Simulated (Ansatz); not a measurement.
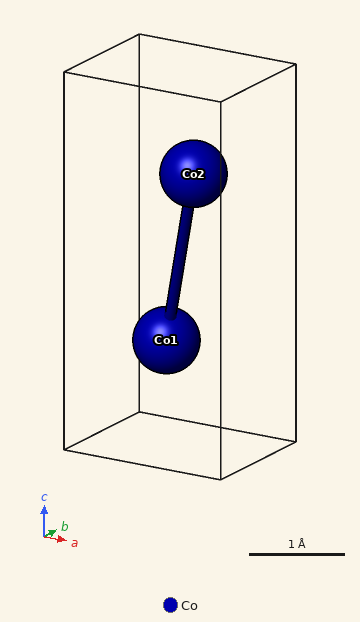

*The starting structure (ball-and-stick view of the cell of the calculation, seen slightly off an axis; atoms are numbered from 1 in the order of the input).*

## Geometry relaxation, with input and output: Co (part 1 of 2)

Co (2 atoms in the cell), computed with DFT, PBE, PAW with Ansatz's default frozen-core files, scalar-relativistic, spin-polarised (Ansatz 0.2.0).

The structure was built on a prototype by a generator; it need not be a known phase. It belongs to a series of runs on one base structure; here: cell relaxed at zero pressure. Figures and captions count atoms from 1; the log counts them from 0 in places.

Input
```yaml
crystal:
  lattice:
    - [2.4911007134, 0.0, 0.0]
    - [-1.2455503567, 2.1573565012, 0.0]
    - [0.0, 0.0, 4.0355831558]
  atoms:
    - { symbol: Co, position: [0.3333333333, 0.6666666667, 0.25], spin: 1.7 }
    - { symbol: Co, position: [0.6666666667, 0.3333333333, 0.75], spin: 1.7 }
magnetization:
  spin_polarized: true
kpoints:
  mp_grid: { grid: [22, 22, 12] }
scf:
  occupations: { method: fermi_dirac, width: 0.08 }
hamiltonian:
  xc: pbe
  pseudopotentials: { kind: paw }
output:
  forces: true
  stress: true
  write_density: true
  write_potential: true
  elf: true
  volumetric_format: npy
relax:
  f_tol: 0.005
  max_steps: 40
  cell: {}
```

Command:
```bash
ansatz run input.yaml --threads 2 --pin off --max-ram 7168MiB --backend cpu --events-out ev --progress --plain --runs-dir out
```

Output
```
Engine: ansatz 0.2.0, x86_64-unknown-linux-gnu
Pseudopotentials: kind: paw
Pseudopotential: Co, paw, valence charge 17, recommended cutoff 420 eV (normal), Co.paw.azcp
Functional definition: PBE
  parameter kappa = 0.804
  parameter beta = 0.06672455060314922
  exchange = pbe_x(kappa = kappa, mu = beta*pi^2/3)
  correlation = pbe_c(beta = beta)
Crystal: 2 atoms, lattice volume = 21.688 Å³
Basis set: ecut = 420 eV, 391 PW (Γ), exchange–correlation on 36×36×54 points (8 copies of the dense FFT grid, shifted against one another)
Bands: 23, of which v1, the nominal top of the filled ones, is band 17 counted from 1 (16 counted from 0)
Symmetry: 24 space group operations
Space group: P63/mmc (ITA 194), of the structure as read, at distance tolerance 2.8e-5 Å
Magnetic group: BNS 194.263 (UNI 1493), of the structure as read, at distance tolerance 2.8e-5 Å
k-points: 364 of 5808
Non-local potential: Co, projectors of the file, l = 0: 3, l = 1: 2, l = 2: 3, l = 3: 1
PAW form: soft (Blöchl's): semilocal exchange-correlation on the pseudo side does not see the compensation charge
PAW one-centre angular grid: Co, 590 points (default); XC on 64 Gauss nodes
Initial density: superposition of atomic densities (chi_scale 0.1, normalization cell)
Starting moments: Σ|m| = 3.4 μB on 2 of 2 sites
Initial wavefunctions: pseudopotential atomic-orbital guess
Functional: x = pbe(κ = 0.804, μ = 0.2195149727645171), c = pbe(β = 0.06672455060314922)
SCF iter   1: F=—  HF=-10251.688387 eV  |F-HF|=—  |Δ(HF+E_count)|=         —  Δρ=1.03e-1 (↑3.48e-2 ↓1.03e-1)  dr2=2.36e0  dr2_m=2.36e-1  M=3.269 μB ∫|m|=3.401 μB  β_m=0.30  ethr=3.10e-3  ⟨swp⟩=5.1  Hψ=61727  notcnv=0
Mixer restart at iter 1: flushing history
preconditioner: auto → none  [metal: Δε(μ)=0.003 eV  Ē_g=9.080 eV  σ=0.080 eV  W_gap=0.01  n_scr=8 (ndim 8)  ℏωp=33.8 eV  f_vac=0.000  D(μ)=1.99/eV (n_scr^D=22)  sad-step TF]
SCF iter   2: F=—  HF=-10250.963369 eV  |F-HF|=—  |Δ(HF+E_count)|=   7.25e-1  Δρ=4.60e-2 (↑2.14e-2 ↓4.60e-2)  dr2=1.51e-1  dr2_m=2.12e-1  M=3.311 μB ∫|m|=3.485 μB  β_m=0.37  ethr=3.10e-3  ⟨swp⟩=2.6  Hψ=31902  notcnv=0  defer=123
SCF iter   3: F=—  HF=-10251.617004 eV  |F-HF|=—  |Δ(HF+E_count)|=         —  Δρ=3.03e-2 (↑3.03e-2 ↓2.00e-2)  dr2=1.09e-2  dr2_m=1.23e-1  M=3.348 μB ∫|m|=3.584 μB  β_m=0.37  ethr=4.45e-4  ⟨swp⟩=2.2  Hψ=22430  notcnv=0  defer=123
Mixer restart at iter 3: flushing history
SCF iter   4: F=—  HF=-10251.951621 eV  |F-HF|=—  |Δ(HF+E_count)|=   3.35e-1  Δρ=1.98e-2 (↑1.98e-2 ↓9.68e-3)  dr2=1.13e-2  dr2_m=4.26e-2  M=3.312 μB ∫|m|=3.573 μB  β_m=0.65  ethr=3.20e-5  ⟨swp⟩=2.5  Hψ=33279  notcnv=0  defer=123
SCF iter   5: F=—  HF=-10252.305495 eV  |F-HF|=—  |Δ(HF+E_count)|=   3.54e-1  Δρ=2.06e-3 (↑2.06e-3 ↓1.77e-3)  dr2=9.77e-4  dr2_m=3.39e-4  M=3.240 μB ∫|m|=3.555 μB  β_m=0.79  ethr=3.20e-5  ⟨swp⟩=2.0  Hψ=34319  notcnv=0  defer=123
SCF iter   6: F=—  HF=-10252.323171 eV  |F-HF|=—  |Δ(HF+E_count)|=   1.77e-2  Δρ=6.64e-3 (↑6.64e-3 ↓6.63e-3)  dr2=2.13e-2  dr2_m=4.60e-5  M=3.227 μB ∫|m|=3.551 μB  β_m=0.79  ethr=2.87e-6  ⟨swp⟩=2.0  Hψ=35909  notcnv=0  defer=126
SCF iter   7: F=—  HF=-10252.322620 eV  |F-HF|=—  |Δ(HF+E_count)|=   5.51e-4  Δρ=1.72e-3 (↑1.46e-3 ↓1.72e-3)  dr2=1.27e-3  dr2_m=1.19e-5  M=3.222 μB ∫|m|=3.550 μB  β_m=0.90  ethr=2.87e-6  ⟨swp⟩=2.0  Hψ=33346  notcnv=0  defer=123
SCF iter   8: F=—  HF=-10252.322896 eV  |F-HF|=—  |Δ(HF+E_count)|=   2.76e-4  Δρ=2.02e-4 (↑1.48e-4 ↓2.02e-4)  dr2=1.48e-5  dr2_m=3.01e-7  M=3.219 μB ∫|m|=3.549 μB  β_m=0.95  ethr=2.87e-6  ⟨swp⟩=2.0  Hψ=23664  notcnv=0  defer=123
SCF iter   9: F=—  HF=-10252.322901 eV  |F-HF|=—  |Δ(HF+E_count)|=   5.41e-6  Δρ=1.25e-5 (↑1.25e-5 ↓9.13e-6)  dr2=1.82e-8  dr2_m=1.95e-9  M=3.219 μB ∫|m|=3.549 μB  β_m=0.84  ethr=4.37e-8  ⟨swp⟩=2.0  Hψ=28971  notcnv=0  defer=123
SCF iter  10: F=-10252.322901 eV  HF=-10252.322901 eV  |F-HF|=6.26e-10  |Δ(HF+E_count)|=   1.24e-8  Δρ=3.44e-6 (↑3.44e-6 ↓3.08e-6)  dr2=3.19e-9  dr2_m=3.13e-10  M=3.219 μB ∫|m|=3.549 μB  ethr=5.36e-11  ⟨swp⟩=5.2  Hψ=88404  notcnv=0
SCF 1 converged in 10 iterations: F = -10252.322901 eV  dr2 = 3.19e-9
  greatest PAW one-centre occupation: 1.001 electrons in one spin orbital (limit 2), on the Co atom at site 1 (counted from 0), in its partial waves of l = 1
relax step   1: F+E_penalty+E_count = -10252.32290115 eV  Δ(F+E_penalty+E_count) = +0.000e0 eV  max|allowed force component| = 1.850e-17 eV/Å  Δτ_max = 0.0000 Å  P = +0.385 GPa  Ω = 21.688 Å³  (10 SCF iters, dr2 threshold 1.00e-7 eV, accepted)
Crystal: 2 atoms, lattice volume = 21.709 Å³
Basis set: ecut = 420 eV, 403 PW (Γ), exchange–correlation on 36×36×54 points (8 copies of the dense FFT grid, shifted against one another)
Initial density: handed on by an earlier stage of this run
Starting moments: Σ|m| = 3.4 μB on 2 of 2 sites; this step starts from the density that it was given
Initial wavefunctions: those handed on with the density
iter 1 solved again at ethr=4.42e-8 eV; its pass at ethr=3.10e-3 eV (dr2=1.50e-5 eV) is discarded
SCF iter   1: F=—  HF=-10252.322932 eV  |F-HF|=—  |Δ(HF+E_count)|=         —  Δρ=2.06e-4 (↑2.06e-4 ↓1.64e-4)  dr2=1.83e-5  dr2_m=2.89e-7  M=3.219 μB ∫|m|=3.550 μB  β_m=0.65  ethr=4.42e-8  ⟨swp⟩=2.0  Hψ=79072  notcnv=0
preconditioner: auto → none  [metal: Δε(μ)=0.000 eV  Ē_g=9.511 eV  σ=0.080 eV  W_gap=0.00  n_scr=2 (ndim 8)  ℏωp=33.8 eV  f_vac=0.000  D(μ)=1.74/eV (n_scr^D=22)]
SCF iter   2: F=—  HF=-10252.322931 eV  |F-HF|=—  |Δ(HF+E_count)|=   5.90e-7  Δρ=2.84e-4 (↑2.84e-4 ↓2.26e-4)  dr2=2.68e-5  dr2_m=2.00e-7  M=3.219 μB ∫|m|=3.550 μB  β_m=0.30  ethr=4.42e-8  ⟨swp⟩=2.0  Hψ=29594  notcnv=0
SCF iter   3: F=—  HF=-10252.322925 eV  |F-HF|=—  |Δ(HF+E_count)|=   6.23e-6  Δρ=3.44e-5 (↑2.32e-5 ↓3.44e-5)  dr2=1.61e-7  dr2_m=5.32e-8  M=3.219 μB ∫|m|=3.550 μB  β_m=0.56  ethr=4.42e-8  ⟨swp⟩=2.9  Hψ=30630  notcnv=0
SCF iter   4: F=—  HF=-10252.322928 eV  |F-HF|=—  |Δ(HF+E_count)|=   2.47e-6  Δρ=3.48e-5 (↑1.25e-5 ↓3.48e-5)  dr2=2.73e-7  dr2_m=3.12e-8  M=3.219 μB ∫|m|=3.550 μB  β_m=0.78  ethr=4.73e-10  ⟨swp⟩=2.0  Hψ=28726  notcnv=0
SCF iter   5: F=—  HF=-10252.322929 eV  |F-HF|=—  |Δ(HF+E_count)|=   1.27e-6  Δρ=1.43e-5 (↑1.43e-5 ↓5.55e-6)  dr2=4.74e-8  dr2_m=4.41e-9  M=3.220 μB ∫|m|=3.550 μB  β_m=0.83  ethr=4.73e-10  ⟨swp⟩=2.0  Hψ=29683  notcnv=0
SCF iter   6: F=-10252.322929 eV  HF=-10252.322929 eV  |F-HF|=5.19e-8  |Δ(HF+E_count)|=   4.37e-9  Δρ=1.22e-5 (↑1.04e-5 ↓1.22e-5)  dr2=6.43e-8  dr2_m=2.61e-10  M=3.220 μB ∫|m|=3.550 μB  ethr=1.39e-10  ⟨swp⟩=5.0  Hψ=81876  notcnv=0
SCF 2 converged in 6 iterations: F = -10252.322929 eV  dr2 = 6.43e-8
relax step   2: F+E_penalty+E_count = -10252.32292879 eV  Δ(F+E_penalty+E_count) = -2.764e-5 eV  max|allowed force component| = 2.082e-17 eV/Å  Δτ_max = 0.0000 Å  P = +0.174 GPa  Ω = 21.709 Å³  energy of the carried Pulay correction = -2.365e-5 eV  (6 SCF iters, dr2 threshold 2.00e-7 eV, accepted)
Crystal: 2 atoms, lattice volume = 21.726 Å³
iter 1 solved again at ethr=3.38e-8 eV; its pass at ethr=3.10e-3 eV (dr2=1.15e-5 eV) is discarded
SCF iter   1: F=—  HF=-10252.322927 eV  |F-HF|=—  |Δ(HF+E_count)|=         —  Δρ=1.76e-4 (↑1.76e-4 ↓1.50e-4)  dr2=1.40e-5  dr2_m=2.06e-7  M=3.220 μB ∫|m|=3.551 μB  β_m=0.65  ethr=3.38e-8  ⟨swp⟩=2.0  Hψ=78984  notcnv=0
preconditioner: auto → none  [metal: Δε(μ)=0.002 eV  Ē_g=9.504 eV  σ=0.080 eV  W_gap=0.01  n_scr=2 (ndim 8)  ℏωp=33.8 eV  f_vac=0.000  D(μ)=1.74/eV (n_scr^D=22)]
SCF iter   2: F=—  HF=-10252.322927 eV  |F-HF|=—  |Δ(HF+E_count)|=   3.97e-7  Δρ=2.47e-4 (↑2.47e-4 ↓1.92e-4)  dr2=1.99e-5  dr2_m=1.88e-7  M=3.220 μB ∫|m|=3.551 μB  β_m=0.30  ethr=3.38e-8  ⟨swp⟩=2.0  Hψ=29593  notcnv=0
SCF iter   3: F=—  HF=-10252.322922 eV  |F-HF|=—  |Δ(HF+E_count)|=   4.74e-6  Δρ=3.11e-5 (↑2.06e-5 ↓3.11e-5)  dr2=1.52e-7  dr2_m=4.72e-8  M=3.220 μB ∫|m|=3.551 μB  β_m=0.56  ethr=3.38e-8  ⟨swp⟩=2.8  Hψ=30286  notcnv=0
SCF iter   4: F=—  HF=-10252.322924 eV  |F-HF|=—  |Δ(HF+E_count)|=   1.66e-6  Δρ=2.80e-5 (↑1.06e-5 ↓2.80e-5)  dr2=1.87e-7  dr2_m=1.92e-8  M=3.220 μB ∫|m|=3.551 μB  β_m=0.78  ethr=4.48e-10  ⟨swp⟩=2.0  Hψ=28519  notcnv=0
SCF iter   5: F=—  HF=-10252.322924 eV  |F-HF|=—  |Δ(HF+E_count)|=   7.82e-7  Δρ=5.65e-6 (↑5.65e-6 ↓4.20e-6)  dr2=8.86e-10  dr2_m=4.31e-9  M=3.220 μB ∫|m|=3.552 μB  β_m=0.87  ethr=4.48e-10  ⟨swp⟩=2.0  Hψ=29364  notcnv=0
SCF iter   6: F=-10252.322924 eV  HF=-10252.322924 eV  |F-HF|=2.11e-8  |Δ(HF+E_count)|=   1.97e-8  Δρ=7.92e-6 (↑6.53e-6 ↓7.92e-6)  dr2=2.63e-8  dr2_m=1.51e-10  M=3.220 μB ∫|m|=3.552 μB  ethr=2.60e-12  ⟨swp⟩=4.8  Hψ=90844  notcnv=0
SCF 3 converged in 6 iterations: F = -10252.322924 eV  dr2 = 2.63e-8
relax step   3: F+E_penalty+E_count = -10252.32292432 eV  Δ(F+E_penalty+E_count) = +4.467e-6 eV  max|allowed force component| = 7.401e-17 eV/Å  Δτ_max = 0.0000 Å  P = -0.004 GPa  Ω = 21.726 Å³  energy of the carried Pulay correction = -4.341e-5 eV  (6 SCF iters, dr2 threshold 1.47e-7 eV, accepted)
Initial wavefunctions: pseudopotential atomic-orbital guess (no wavefunctions were taken with the density)
iter 1 solved again at ethr=5.18e-9 eV; its pass at ethr=3.10e-3 eV (dr2=1.76e-6 eV) is discarded
SCF iter   1: F=—  HF=-10252.322956 eV  |F-HF|=—  |Δ(HF+E_count)|=         —  Δρ=1.08e-4 (↑1.08e-4 ↓7.80e-5)  dr2=1.59e-7  dr2_m=4.61e-8  M=3.220 μB ∫|m|=3.552 μB  β_m=0.65  ethr=5.18e-9  ⟨swp⟩=3.8  Hψ=116532  notcnv=0
preconditioner: auto → none  [metal: Δε(μ)=0.002 eV  Ē_g=9.503 eV  σ=0.080 eV  W_gap=0.01  n_scr=2 (ndim 8)  ℏωp=33.8 eV  f_vac=0.000  D(μ)=1.74/eV (n_scr^D=22)]
SCF iter   2: F=—  HF=-10252.322971 eV  |F-HF|=—  |Δ(HF+E_count)|=   1.50e-5  Δρ=3.77e-5 (↑3.77e-5 ↓2.72e-5)  dr2=1.92e-8  dr2_m=5.55e-9  M=3.220 μB ∫|m|=3.552 μB  β_m=0.64  ethr=4.68e-10  ⟨swp⟩=1.0  Hψ=16744  notcnv=0
SCF iter   3: F=—  HF=-10252.322973 eV  |F-HF|=—  |Δ(HF+E_count)|=   2.10e-6  Δρ=1.19e-6 (↑1.19e-6 ↓1.07e-6)  dr2=6.42e-11  dr2_m=1.10e-10  M=3.220 μB ∫|m|=3.552 μB  β_m=0.82  ethr=5.64e-11  ⟨swp⟩=1.7  Hψ=19147  notcnv=0
SCF iter   4: F=—  HF=-10252.322973 eV  |F-HF|=—  |Δ(HF+E_count)|=   9.55e-8  Δρ=1.78e-6 (↑1.22e-6 ↓1.78e-6)  dr2=1.07e-9  dr2_m=1.75e-11  M=3.220 μB ∫|m|=3.552 μB  β_m=0.82  ethr=1.00e-12  ⟨swp⟩=2.8  Hψ=30250  notcnv=0
SCF iter   5: F=—  HF=-10252.322973 eV  |F-HF|=—  |Δ(HF+E_count)|=  4.15e-10  Δρ=4.91e-7 (↑2.12e-7 ↓4.91e-7)  dr2=1.75e-11  dr2_m=2.24e-11  M=3.220 μB ∫|m|=3.552 μB  β_m=0.91  ethr=1.00e-12  ⟨swp⟩=2.0  Hψ=29389  notcnv=0
SCF iter   6: F=—  HF=-10252.322973 eV  |F-HF|=—  |Δ(HF+E_count)|=  1.02e-10  Δρ=2.04e-7 (↑2.04e-7 ↓8.12e-8)  dr2=9.64e-12  dr2_m=8.72e-13  M=3.220 μB ∫|m|=3.552 μB  β_m=0.95  ethr=1.00e-12  ⟨swp⟩=2.0  Hψ=22341  notcnv=0
SCF iter   7: F=-10252.322973 eV  HF=-10252.322973 eV  |F-HF|=1.09e-11  |Δ(HF+E_count)|=  1.09e-11  Δρ=2.06e-7 (↑1.42e-7 ↓2.06e-7)  dr2=1.47e-11  dr2_m=2.54e-13  M=3.220 μB ∫|m|=3.552 μB  ethr=1.00e-12  ⟨swp⟩=3.6  Hψ=61419  notcnv=0
SCF 4 converged in 7 iterations: F = -10252.322973 eV  dr2 = 1.47e-11
relax step   4: F+E_penalty+E_count = -10252.32297298 eV  Δ(F+E_penalty+E_count) = -4.865e-5 eV  max|allowed force component| = 7.401e-17 eV/Å  Δτ_max = 0.0000 Å  P = -0.003 GPa  Ω = 21.726 Å³  stress off target by 1.12e-2 GPa  SCF on the basis re-selected at this cell (its energy is not comparable with the rows above)  (7 SCF iters)
```

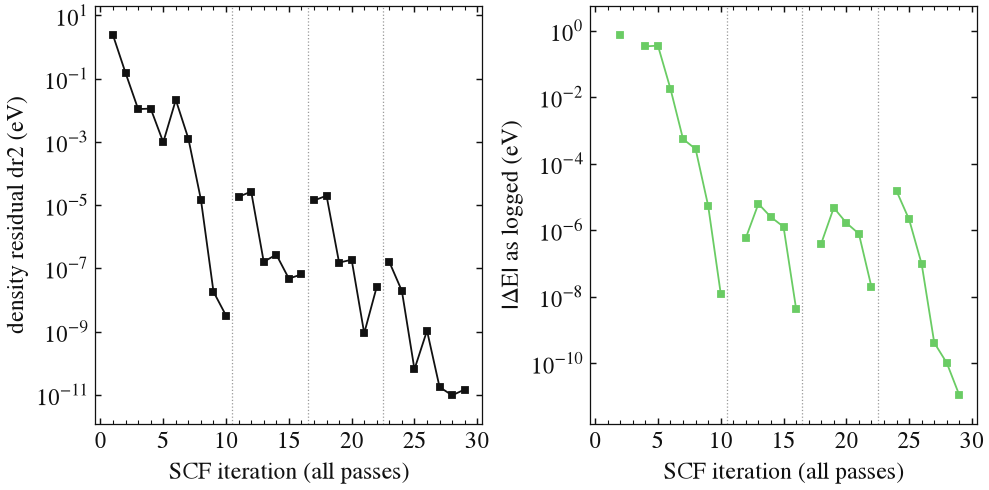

*Convergence of the self-consistent field: density residual dr2 and size of the energy change against the SCF iteration. The dotted lines part the SCF passes of the relaxation: geometry steps, rejected trials and re-solves on a re-selected basis.*

The passes take 10, 6, 6 and 7 iterations.
